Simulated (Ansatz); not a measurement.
Input of the run:

```
crystal:
  lattice:
    - [3.7881123217, 0.0, 0.0]
    - [-1.8940561609, 3.280601503, 0.0]
    - [0.0, 0.0, 6.3710266327]
  atoms:
    - { symbol: Zr, position: [0.0, 0.0, 0.0] }
    - { symbol: Se, position: [0.3333333333, 0.6666666667, 0.246997725] }
    - { symbol: Se, position: [0.6666666667, 0.3333333333, 0.753002275] }
kpoints:
  mp_grid: { grid: [12, 12, 4] }
  band_path:
    path:
      - [0.0, 0.0, 0.0]
      - [0.5, 0.0, 0.0]
      - [0.3333333333, 0.3333333333, 0.0]
      - [0.0, 0.0, 0.5]
      - [0.5, 0.0, 0.5]
      - [0.3333333333, 0.3333333333, 0.5]
      - [0.0, 0.5, 0.5]
    npoints: 1
hamiltonian:
  xc: r2scan
scf:
  occupations: { method: fixed }
  n_extra_bands: 4
output:
  forces: true
  stress: true
  eigenvalues: true
  write_density: true
  write_potential: true
  elf: true
  volumetric_format: npy
```

Launched with:
```bash
ansatz run input.yaml --threads 4 --pin off --max-ram 3686MiB --backend cpu --events-out ev --progress --plain --runs-dir out
```

What will the density of states look like?

There is a gap; over the k points computed it is 0.68 eV (indirect; the smallest direct gap is 1.41 eV). The upper group of valence states starts about 4.7 eV under the valence-band top, with a gap beneath it; it holds about 12 electrons a cell. Within the window shown, the tallest peak of the filled states lies 2.5 eV under the valence-band top, at about 7.1 states per eV and cell.

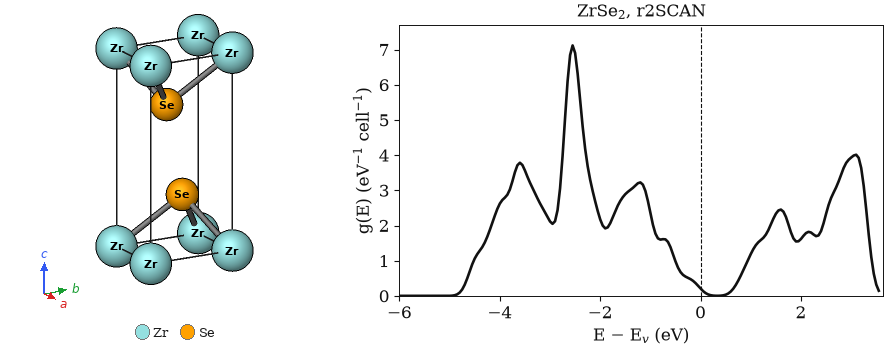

Density of states, beside the structure. Energies are counted from the top of the valence band. The curve is built from the levels of the k mesh with Gaussians 0.3 eV wide, which also blur the band edges.
